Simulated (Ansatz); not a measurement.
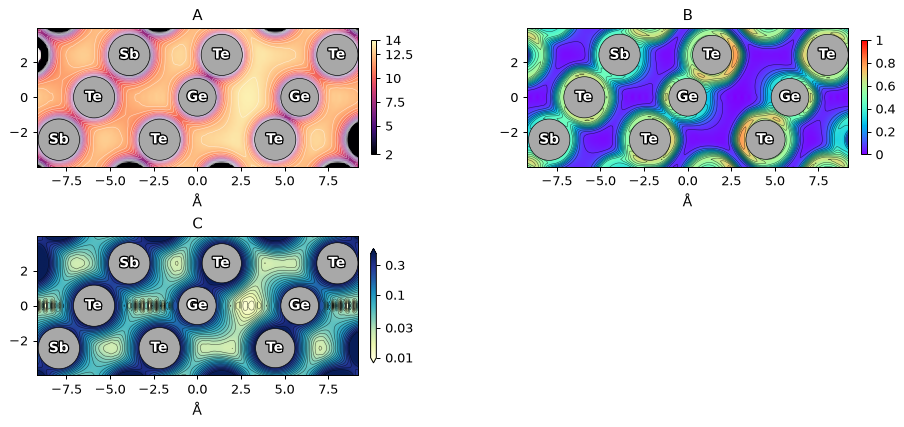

Ge$_{2}$Sb$_{2}$Te$_{5}$: 3 fields on the (110) plane of the conventional cell, with unlabelled colour scales. Grey discs cover the atomic cores.

Space group P-3m1; a structure from a database of computed crystals, not necessarily the ambient phase; the program warned that the cutoff is below the recommended one.

All numbers below come from DFT r2SCAN+rVV10, scalar-relativistic, plane waves, PAW (Ansatz).

Match the panels to the quantities (electron localisation function, electrostatic potential energy of an electron and valence pseudo-density).

Answer. Panel A: electrostatic potential energy of an electron (low next to the atoms, rising into the space between them). Panel B: electron localisation function. Panel C: valence pseudo-density. From the grid: Ge–Te (2.81 Å): the density is about 0.37 e/Å³ at the midpoint; the ELF peaks at about 0.70 in the valence shell of Te, 1.3 Å from its nucleus, and is about 0.70 at the midpoint. Sb–Te (3.16 Å): ρ at the midpoint is about 0.24 e/Å³; the ELF peaks at about 0.65 in the valence shell of Te, 1.3 Å from its nucleus, and is about 0.50 at the midpoint.
